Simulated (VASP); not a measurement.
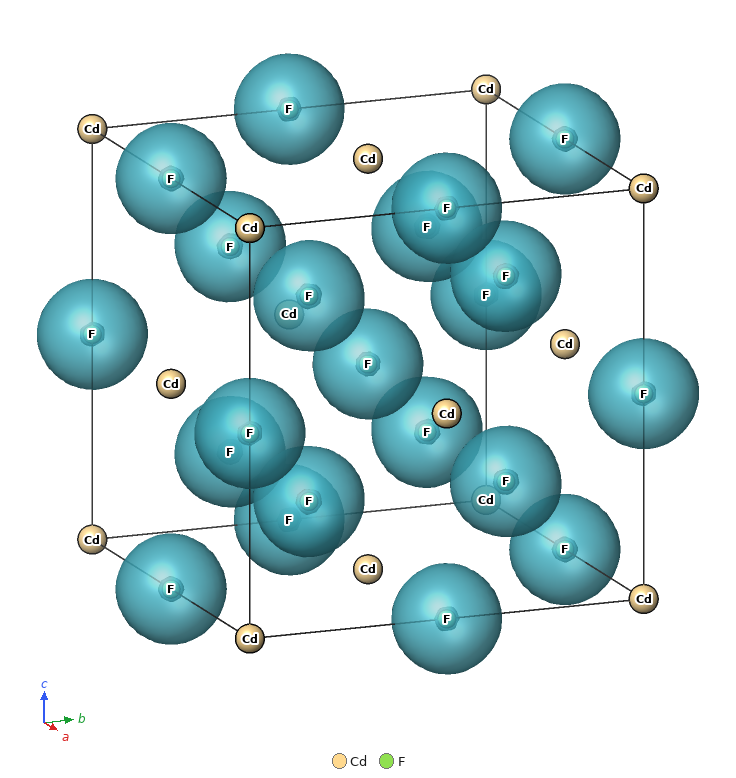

CdF3. Isosurface of the electron localisation function at 0.65 (cyan), seen at an oblique angle. Core shells and regions of very low density are left out.

Space group Fm-3m; a structure from a database of computed crystals, not necessarily the ambient phase; a generated structure, not necessarily the stable one; computed pressure about −13 GPa in this cell.

These are results of VASP, Kohn-Sham DFT of a periodic cell, PBE, VASP PAW PBE potentials, recommended, not measurements.

Core electrons are frozen (PAW), and the valence fields are smoothed inside the atomic spheres.

### What do the ELF domains correspond to?

The surface consists of twelve regions wrapped around F (the valence shell of each), counted in one cell of 16 atoms. Regions shared between cells count once. Along the contacts the grid gives the following. Cd–F (2.94 Å): the ELF is about 0.05 at the midpoint; no shared electron pair shows on this line. F–F (2.94 Å): the ELF is about 0 at the midpoint: no localised pair shows between them.
